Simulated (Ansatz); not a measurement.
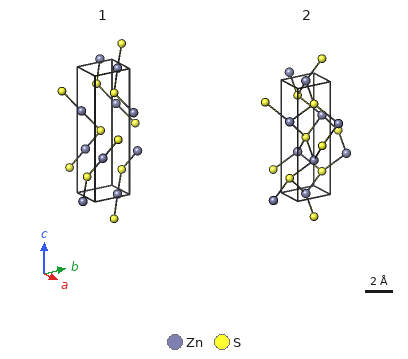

Two geometries of crystalline ZnS (a generated structure, set up in P3_221), drawn at one scale. One is the start of a relaxation, the other its converged end. Style: ball-and-stick. Shown: the cell of the calculation, slightly off an axis.

Computed with DFT PBE+D3(BJ), scalar-relativistic, plane waves, PAW in Ansatz. (plane-wave cutoff 420 eV; k-point mesh 12 × 12 × 4; occupations gaussian; smearing width 0.02 eV; no spin polarisation; cell and atoms relaxed; force threshold 0.01 eV/Å; at most 60 steps)

Question: Which of the two is the end point?

Answer: Structure 2 is the relaxed one. Case: Hg → Zn, O → S on all its sites, cell and atoms relaxed. The largest moves relative to the cell, 1.01 Å, are those of Zn atoms. By element the largest moves are Zn 1.01 Å, S 0.20 Å. Cell: a = b 4.002 → 3.748 Å (−6.4 %), c 9.659 → 8.646 Å (−10.5 %). Volume −21.5 %. Near-neighbour distances that change, for instance: S–Zn 3.185 → 2.364 Å, S–Zn 2.233 → 2.364 Å. New bonds form: S–Zn (3.19 → 2.36 Å). Among the angles between lasting bonds that change: S–Zn–S 178.3° → 133.3°, Zn–S–Zn 107.3° → 133.3°. The space group (tolerance 0.01 Å) goes from P3_221 (No. 154) to P6_222 (No. 180). After 8 accepted moves (10 points after the start) the energy has fallen by 245 meV per atom. Largest force component: 0.16 eV/Å at the start, 0.00021 eV/Å at the end. Pressure: −4.77 GPa at the start and 0.00 GPa at the end. At 2 points the geometry stayed and the basis and grid were re-selected for the new cell (energy shift of 1.3 meV per atom at most each time).
